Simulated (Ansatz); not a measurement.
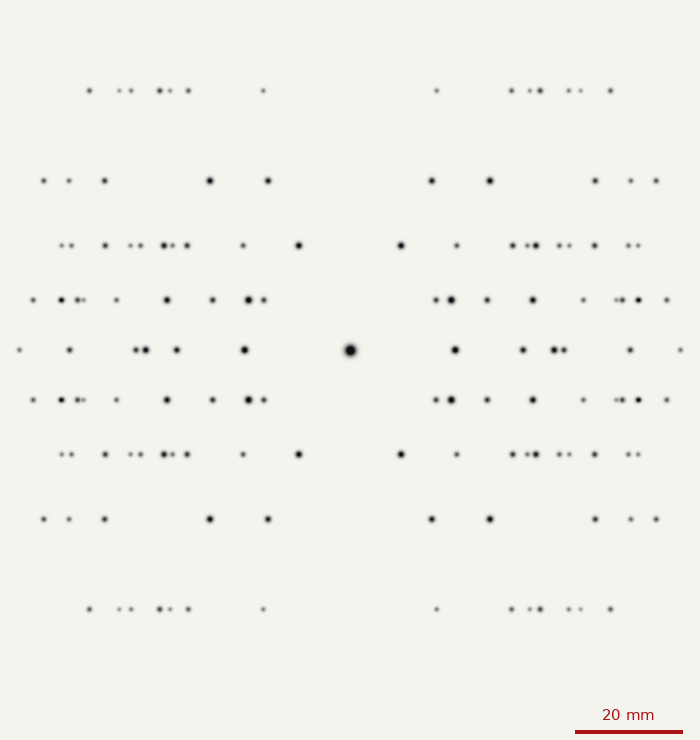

Simulated X-ray rotation photograph: Mo Kα radiation (λ = 0.7107 Å), cylindrical film of radius 57.3 mm unrolled, rotation axis vertical and normal to the beam, kinematic intensities without Lorentz or polarisation factors, the film spanning ±63° about the beam; spots down to d = 0.69 Å.

### Measure the layer lines and find the identity period along the axis.

The first layer line lies 9.4 mm from the equator, so tan ν = 0.164, sin ν = 0.162 and the period is λ/sin ν = 4.38 Å. Further lines follow at 19.6, 31.9, 48.8 mm.

The crystal is Cu, space group P6_3/mmc (No. 194), a = 2.53 Å, c = 4.13 Å (hexagonal axes). Structure: the geometry relaxed at fixed volume with Ansatz, DFT r2SCAN, scalar-relativistic, plane waves, PAW; the starting structure was generated, so it need not be a known form of this composition.

### About which axis was it rotated?

About [210] (or an equivalent direction), whose length in the conventional cell is 4.385 Å.
